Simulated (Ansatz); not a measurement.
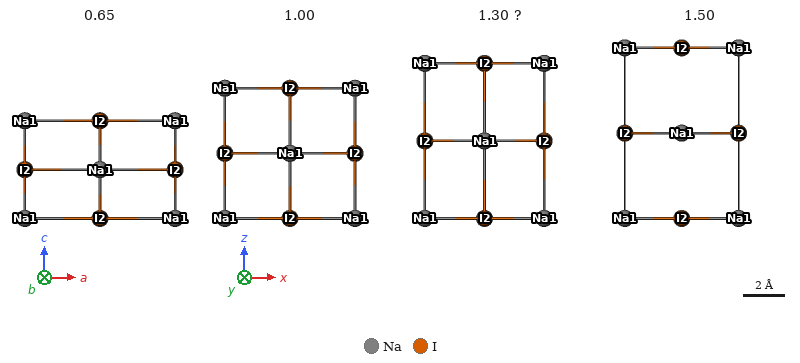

Crystalline NaI (Fm-3m): the ratio of the cell's length along z to its lengths across, counted as 1 for the reference, is changed at fixed volume (a tetragonal or Bain path), with the atoms kept at their fractional coordinates. x, y and z are the Cartesian axes of the input. Style: ball-and-stick. Shown: the conventional cell (4 times the calculation's cell), along the b axis. Lengths and directions refer to the drawn axes.

Level of theory: DFT r2SCAN, scalar-relativistic, plane waves, PAW (Ansatz 0.2.0). Settings: plane-wave cutoff 500 eV; k-point mesh 8 × 8 × 8; occupations gaussian; smearing width 0.05 eV; no spin polarisation. Energies (free energies at the smearing named) are counted from the cell as listed in its source, which wasn't relaxed.

```json
{"axial ratio over its reference value": "0.650", "ΔE (meV/atom)": "755"}
{"axial ratio over its reference value": "0.707", "ΔE (meV/atom)": "410"}
{"axial ratio over its reference value": "0.780", "ΔE (meV/atom)": "173"}
{"axial ratio over its reference value": "0.850", "ΔE (meV/atom)": "63"}
{"axial ratio over its reference value": "0.920", "ΔE (meV/atom)": "15"}
{"axial ratio over its reference value": "0.960", "ΔE (meV/atom)": "3"}
{"axial ratio over its reference value": "1.000", "ΔE (meV/atom)": "0"}
{"axial ratio over its reference value": "1.050", "ΔE (meV/atom)": "4"}
{"axial ratio over its reference value": "1.100", "ΔE (meV/atom)": "16"}
{"axial ratio over its reference value": "1.200", "ΔE (meV/atom)": "55"}
{"axial ratio over its reference value": "1.300", "ΔE (meV/atom)": "?"}
{"axial ratio over its reference value": "1.414", "ΔE (meV/atom)": "201"}
{"axial ratio over its reference value": "1.500", "ΔE (meV/atom)": "282"}
```

### One row is withheld. What is its energy?

A straight line between the two neighbours gives 123 meV/atom. A cubic through the four nearest rows (1.100, 1.200, 1.414, 1.500) gives, with Lagrange weights, (−0.1815)(16) + (0.7103)(55) + (0.6922)(201) + (−0.2209)(282) = 113 meV/atom. The calculation gives 113 meV/atom, so the cubic is right to the digits shown and the straight line 10 meV/atom too high, as the curve bends upwards here.

The whole profile:

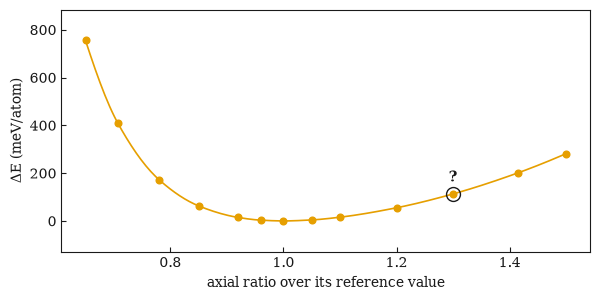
